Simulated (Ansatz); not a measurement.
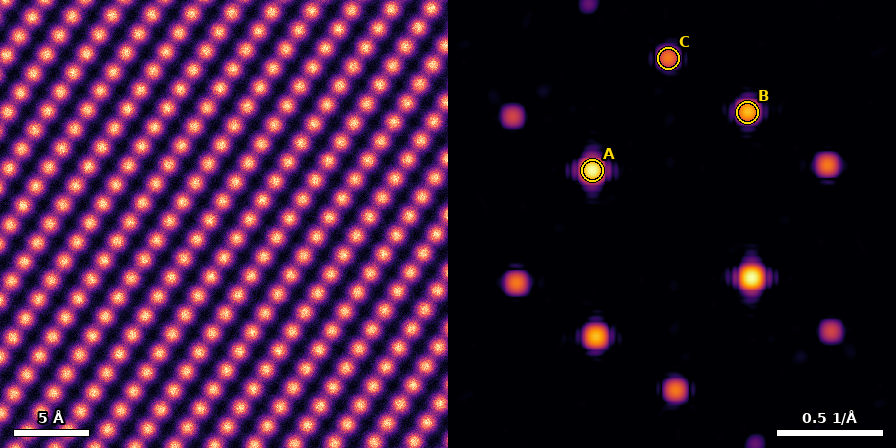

Z-contrast image of Re (Im-3m, No. 229) along [110]. The image is simulated as a sum over atoms of Z^1.7, blurred by a 1.04 Å probe (no channelling). The probe carries 25 % of its weight in a tail 2.5 times as wide. Shot noise was added. Structure: the input geometry of a calculation; the starting structure was generated, so it need not be a known form of this composition.

The right panel is the modulus of the image's Fourier transform on a logarithmic scale.

a = 3.087 Å, b = 3.087 Å, c = 3.087 Å, α = 90.00°, β = 90.00°, γ = 90.00°

### Index the marked spots and give their plane spacings (the zone axis points at the viewer; indices equivalent by symmetry, or all signs reversed, are as good).

A: (1 -1 0), d = 2.18 Å; B: (002), d = 1.54 Å; C: (1 -1 2), d = 1.26 Å. A and B enclose 90°, and every spot obeys the zone law hu + kv + lw = 0 for [110].
